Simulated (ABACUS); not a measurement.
# Band-structure run of MnS (part 3 of 3)

The same run, continued: MnS (P6₃mc, 4 atoms in the cell); Kohn-Sham DFT of a periodic cell, r2SCAN, SG15 ONCV 1.2 PBE, spin-polarised (ABACUS 3.10.1); cutoff 1523.84 eV, 5×5×3 k-mesh, fermi-dirac of 0.05 eV, collinear spins. The structure derives from a Materials Project entry.

Geometry of the input (Å; fractional positions):
```
3.9536  0.0000  0.0000
-1.9768  3.4239  0.0000
0.0000  0.0000  6.3425
Mn 0.6667  0.3333  0.4988
Mn 0.3333  0.6667  0.9988
S  0.3333  0.6667  0.6262
S  0.6667  0.3333  0.1262
```

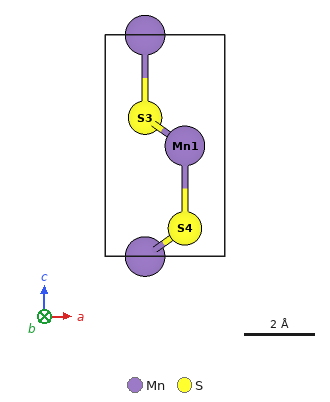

Figure 1. The structure (ball-and-stick view of the cell of the calculation, along the b axis; atoms are numbered from 1 in the order of the input). An atom can appear more than once, as a periodic image.

### Results in brief

```json
{"quantity": "outcome", "value": "converged"}
{"quantity": "space group (tolerance 0.01 Å)", "value": "P6₃mc (186)"}
{"quantity": "electrons treated", "value": "42"}
{"quantity": "free energy", "value": "−5979.3383 eV"}
{"quantity": "Fermi energy", "value": "8.303 eV"}
{"quantity": "gap on the k-point mesh", "value": "1.07 eV"}
{"quantity": "net moment of the cell", "value": "10.00 μB"}
{"quantity": "integrated absolute moment", "value": "10.00 μB"}
{"quantity": "pressure", "value": "4.49 GPa"}
{"quantity": "largest force (length of the vector)", "value": "0.330 eV/Å"}
{"quantity": "wall time", "value": "3 min (CPU time 12 min)"}
{"quantity": "peak memory", "value": "1.4 GiB"}
```

### Notes

Semilocal DFT without U tends to delocalise the d electrons of such compounds and to underestimate the gap.
